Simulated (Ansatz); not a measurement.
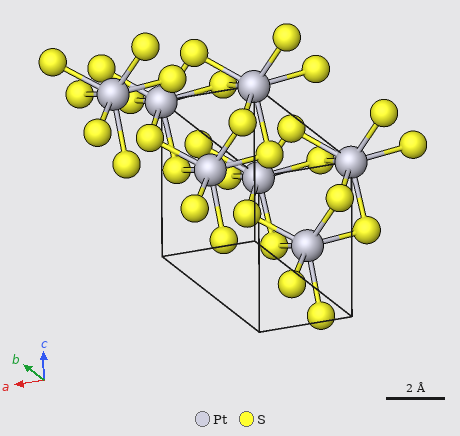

A crystal of PtS$_{2}$ (built on the MoS2-160 type type), before the relaxation. A ball-and-stick model of the cell of the calculation, reduced to other axes, repeated 1 × 2 × 1 with one cell outlined, seen from a free direction. Lengths and directions refer to the drawn axes.

Case: shaken.

Computed with DFT, PBEsol, plane waves, PAW in Ansatz.

Input file:
```yaml
crystal:
  lattice:
    - [1.7232531509, 1.002830354, 4.9414960362]
    - [-1.7327710456, 0.9965792042, 4.9460984858]
    - [-0.0203452037, -4.0095890421, 9.8897746215]
  atoms:
    - { symbol: Pt, position: [1.0208254027, 0.9709917136, 0.5026028832] }
    - { symbol: S, position: [0.4428999378, 0.425435723, 0.2098737888] }
    - { symbol: S, position: [0.2528954354, 0.2486115815, 0.112926935] }
    - { symbol: Pt, position: [1.0075732792, 1.0061534234, 0.9890201796] }
    - { symbol: S, position: [0.4392323213, 0.4278514784, 0.7105851861] }
    - { symbol: S, position: [0.2771976225, 0.2232083051, 0.6091542635] }
kpoints:
  mp_grid: { grid: [6, 6, 4] }
hamiltonian:
  xc: pbesol
scf:
  occupations: { method: fermi_dirac, width: 0.05 }
relax:
  f_tol: 0.01
  cell: {}
  max_steps: 120
```

Launched with:
```bash
ansatz run input.yaml --threads 2 --pin off --max-ram 2211MiB --backend cpu --events-out ev --progress --plain --runs-dir out
```

Question: Where does the relaxation end?

Answer: S5 moves most relative to the cell: 1.24 Å along [3 −1 0]. By element the largest moves are S 1.24 Å, Pt 0.62 Å. The drawn cell changes as follows: a 3.456 → 3.684 Å (+6.6 %), b 5.329 → 5.359 Å (+0.6 %), c 6.009 → 5.970 Å (−0.6 %), α 79.1° → 83.5°, β 89.8° → 90.7°, γ 71.2° → 69.0°; the volume changes by +6.3 %. Some distances before and after: Pt1–S5 2.498 → 4.208 Å, S2–S6 2.901 → 4.059 Å, Pt4–S5 2.455 → 3.499 Å, Pt1–Pt4 3.498 → 2.665 Å. Bonds break: Pt1–S5 (2.50 → 4.21 Å), Pt4–S5 (2.45 → 3.50 Å). Bond angles that change, for instance: S5–Pt1–S6 133.7° → 93.8°, S3–Pt1–S5 132.9° → 169.6°, S2–Pt4–S6 129.7° → 99.5°. The space group stays P1 (No. 1). After 27 accepted moves (31 points after the start) the energy has fallen by 194 meV per atom. The largest force component goes from 0.19 to 0.0079 eV/Å. The pressure goes from −0.18 to 0.02 GPa. The line search rejected the trial steps at points 15, 22, 24 of the run. At 1 point the geometry stayed and the basis and grid were re-selected for the new cell (energy shift of 0.3 meV per atom at most each time).

History of the run:

```json
{"step": "0", "E − E(0), meV/atom": "0.00", "largest force component, eV/Å": "0.1917", "pressure, GPa": "-0.18", "volume, Å³/atom": "17.113", "note": ""}
{"step": "1", "E − E(0), meV/atom": "-1.71", "largest force component, eV/Å": "0.1093", "pressure, GPa": "0.07", "volume, Å³/atom": "17.083", "note": ""}
{"step": "2", "E − E(0), meV/atom": "-2.30", "largest force component, eV/Å": "0.0474", "pressure, GPa": "-0.05", "volume, Å³/atom": "17.098", "note": ""}
{"step": "3", "E − E(0), meV/atom": "-2.36", "largest force component, eV/Å": "0.0456", "pressure, GPa": "0.22", "volume, Å³/atom": "17.050", "note": ""}
{"step": "4", "E − E(0), meV/atom": "-2.75", "largest force component, eV/Å": "0.0166", "pressure, GPa": "0.15", "volume, Å³/atom": "17.079", "note": ""}
{"step": "5", "E − E(0), meV/atom": "-2.78", "largest force component, eV/Å": "0.0206", "pressure, GPa": "-0.21", "volume, Å³/atom": "17.117", "note": ""}
{"step": "6", "E − E(0), meV/atom": "-2.83", "largest force component, eV/Å": "0.0172", "pressure, GPa": "0.00", "volume, Å³/atom": "17.095", "note": ""}
{"step": "7", "E − E(0), meV/atom": "-2.86", "largest force component, eV/Å": "0.0116", "pressure, GPa": "0.07", "volume, Å³/atom": "17.086", "note": ""}
{"step": "8", "E − E(0), meV/atom": "-2.88", "largest force component, eV/Å": "0.0096", "pressure, GPa": "0.08", "volume, Å³/atom": "17.088", "note": ""}
{"step": "9", "E − E(0), meV/atom": "-2.90", "largest force component, eV/Å": "0.0088", "pressure, GPa": "0.02", "volume, Å³/atom": "17.108", "note": ""}
{"step": "10", "E − E(0), meV/atom": "-2.93", "largest force component, eV/Å": "0.0171", "pressure, GPa": "-0.07", "volume, Å³/atom": "17.139", "note": ""}
{"step": "11", "E − E(0), meV/atom": "-3.00", "largest force component, eV/Å": "0.0365", "pressure, GPa": "-0.18", "volume, Å³/atom": "17.180", "note": ""}
{"step": "12", "E − E(0), meV/atom": "-6.46", "largest force component, eV/Å": "0.2826", "pressure, GPa": "-0.46", "volume, Å³/atom": "17.450", "note": ""}
{"step": "13", "E − E(0), meV/atom": "-22.33", "largest force component, eV/Å": "0.6233", "pressure, GPa": "-0.94", "volume, Å³/atom": "17.760", "note": ""}
{"step": "14", "E − E(0), meV/atom": "-56.65", "largest force component, eV/Å": "0.5388", "pressure, GPa": "-1.37", "volume, Å³/atom": "17.997", "note": ""}
{"step": "16", "E − E(0), meV/atom": "-77.21", "largest force component, eV/Å": "0.4412", "pressure, GPa": "-0.08", "volume, Å³/atom": "17.843", "note": ""}
{"step": "17", "E − E(0), meV/atom": "-89.66", "largest force component, eV/Å": "0.3604", "pressure, GPa": "1.02", "volume, Å³/atom": "17.767", "note": ""}
{"step": "18", "E − E(0), meV/atom": "-111.36", "largest force component, eV/Å": "0.5489", "pressure, GPa": "1.00", "volume, Å³/atom": "17.859", "note": ""}
{"step": "19", "E − E(0), meV/atom": "-141.61", "largest force component, eV/Å": "0.4813", "pressure, GPa": "0.10", "volume, Å³/atom": "17.964", "note": ""}
{"step": "20", "E − E(0), meV/atom": "-172.76", "largest force component, eV/Å": "0.4745", "pressure, GPa": "-0.60", "volume, Å³/atom": "18.040", "note": ""}
{"step": "21", "E − E(0), meV/atom": "-181.83", "largest force component, eV/Å": "0.3424", "pressure, GPa": "-0.46", "volume, Å³/atom": "18.141", "note": ""}
{"step": "22", "E − E(0), meV/atom": "-162.95", "largest force component, eV/Å": "0.6855", "pressure, GPa": "0.59", "volume, Å³/atom": "17.825", "note": "rejected"}
{"step": "23", "E − E(0), meV/atom": "-189.20", "largest force component, eV/Å": "0.2955", "pressure, GPa": "0.29", "volume, Å³/atom": "17.981", "note": ""}
{"step": "24", "E − E(0), meV/atom": "-186.49", "largest force component, eV/Å": "0.4067", "pressure, GPa": "-0.58", "volume, Å³/atom": "18.099", "note": "rejected"}
{"step": "25", "E − E(0), meV/atom": "-192.41", "largest force component, eV/Å": "0.0754", "pressure, GPa": "-0.05", "volume, Å³/atom": "18.071", "note": ""}
{"step": "27", "E − E(0), meV/atom": "-193.62", "largest force component, eV/Å": "0.0825", "pressure, GPa": "0.36", "volume, Å³/atom": "18.124", "note": ""}
{"step": "28", "E − E(0), meV/atom": "-193.71", "largest force component, eV/Å": "0.0583", "pressure, GPa": "-0.04", "volume, Å³/atom": "18.224", "note": ""}
{"step": "29", "E − E(0), meV/atom": "-193.85", "largest force component, eV/Å": "0.0177", "pressure, GPa": "0.01", "volume, Å³/atom": "18.199", "note": ""}
{"step": "30", "E − E(0), meV/atom": "-193.87", "largest force component, eV/Å": "0.0077", "pressure, GPa": "0.00", "volume, Å³/atom": "18.198", "note": ""}
{"step": "31", "E − E(0), meV/atom": "-194.20", "largest force component, eV/Å": "0.0079", "pressure, GPa": "0.02", "volume, Å³/atom": "18.198", "note": "same geometry, new basis"}
```

Final geometry:

```
CELL_PARAMETERS angstrom
1.88066 0.80113 4.95395
-1.80325 0.82270 4.92255
0.11449 -4.34240 10.09823
ATOMIC_POSITIONS crystal
Pt 0.22116 0.89732 0.44444
S 0.50658 0.46954 0.12262
S 0.22820 0.14105 0.14721
Pt 0.94162 0.87917 0.05443
S 0.18097 0.79094 0.70826
S 0.36210 0.12424 0.65720
```

After the run, drawn alike:

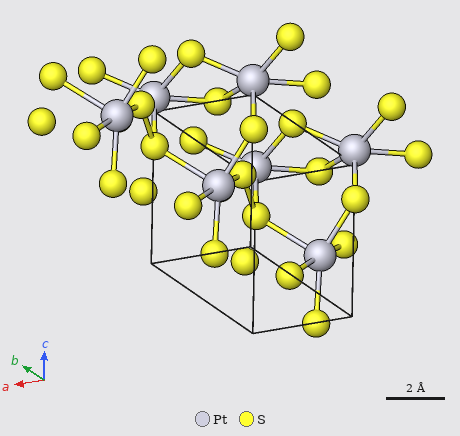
